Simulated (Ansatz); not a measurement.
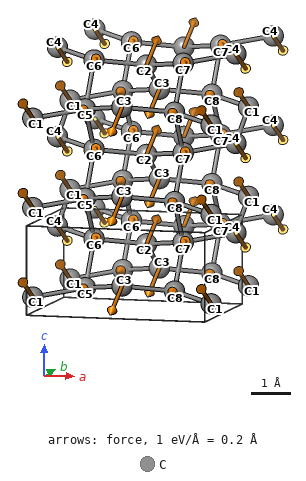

Starting geometry of crystalline C (a generated structure, set up in Pmna) (coarse preliminary run) with the computed forces as orange arrows. A ball-and-stick model of the cell of the calculation, repeated 1 × 2 × 3 with one cell outlined, seen slightly off an axis.

The calculation used DFT PBE, scalar-relativistic, plane waves, PAW in Ansatz. Settings: plane-wave cutoff 420 eV; k-point mesh 4 × 6 × 8; occupations gaussian; smearing width 0.1 eV; no spin polarisation; cell and atoms relaxed; force threshold 0.04 eV/Å; at most 70 steps.

What follows when this structure is relaxed?

It isn't relaxed: the largest force vector, on C atoms, is 6.69 eV/Å. The atoms end up moving mostly along the starting forces (cosine between the two patterns 0.90). Over 5 accepted moves (7 points after the start) the energy falls by 733 meV per atom. The largest force component goes from 5.9 to 0.0014 eV/Å. The pressure goes from 66.45 to 0.13 GPa. The SCF was repeated twice at an unchanged geometry on a basis and grid sized afresh for the cell, which shifted the energy by 4.9 meV per atom at most. The largest moves relative to the cell, 0.26 Å, are those of C1, C2, C3 and C4. C2 goes along [0 1 2]. Cell: a 4.864 → 5.051 Å (+3.8 %), b 3.641 → 3.571 Å (−1.9 %), c 2.370 → 2.525 Å (+6.5 %). Volume +8.5 %. Some distances before and after: C1–C4 1.997 → 1.546 Å, C1–C5 1.456 → 1.546 Å, C1–C4 (another image) 1.473 → 1.546 Å. New bonds form: C1–C4 (2.00 → 1.55 Å), C2–C3 (2.00 → 1.55 Å). Among the angles between lasting bonds that change: C3–C2–C6 121.3° → 109.5°, C2–C6–C5 101.8° → 109.5°, C2–C6–C4 115.4° → 109.5°. The space group (tolerance 0.01 Å) goes from Pmna (No. 53) to Fd-3m (No. 227). The run took 31 s on 1 thread of Arm Neoverse V1, on a shared host, peak memory 0.33 GiB.
